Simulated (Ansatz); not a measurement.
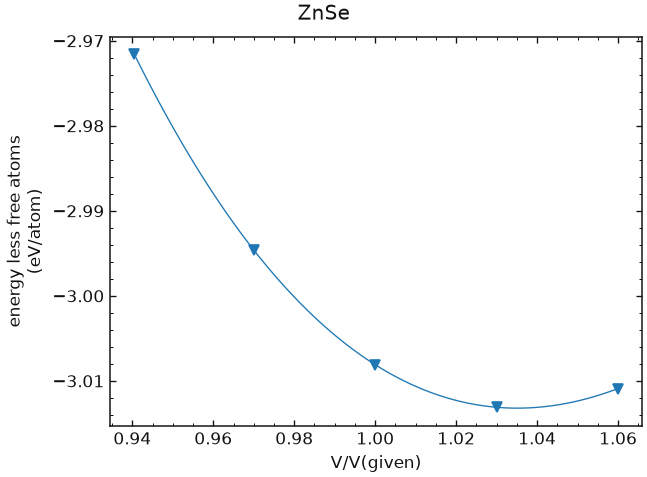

The picture above shows the energy less free atoms against V/V(given) for ZnSe, space group F-43m (No. 216).

Structure:
```yaml
crystal:
  lattice:
    - [0.00000, 2.83380, 2.83380]
    - [2.83380, 0.00000, 2.83380]
    - [2.83380, 2.83380, 0.00000]
  atoms:
    - { symbol: Zn, position: [0.00000, 0.00000, 0.00000] }
    - { symbol: Se, position: [0.75000, 0.75000, 0.75000] }
```

How it was computed, with Ansatz 0.2.0: periodic Kohn-Sham DFT of a crystal at fixed atoms, scaled to the stated factor times the given cell; pressure positive in compression, energy less spherical unpolarised free atoms. Level: PBE.

```csv
setting,value
method,all-electron LAPW
relativity,scalar
k mesh,8×8×8
occupations,Fermi–Dirac
smearing width,0.03 eV
basis error target,1 (meV/atom)
nucleus,Gaussian
```

V(given) is 22.76 Å³/atom.

From this curve and the settings, what does the calculation give for the pressure at the same points?

The pressure falls from 6.757 GPa at V/V(given) 0.941 to −1.264 GPa at 1.060, and changes sign near 1.036.

| V/V(given) | pressure (GPa) |
| --- | --- |
| 0.941 | 6.757 |
| 0.970 | 4.274 |
| 1.000 | 2.124 |
| 1.030 | 0.294 |
| 1.060 | −1.264 |
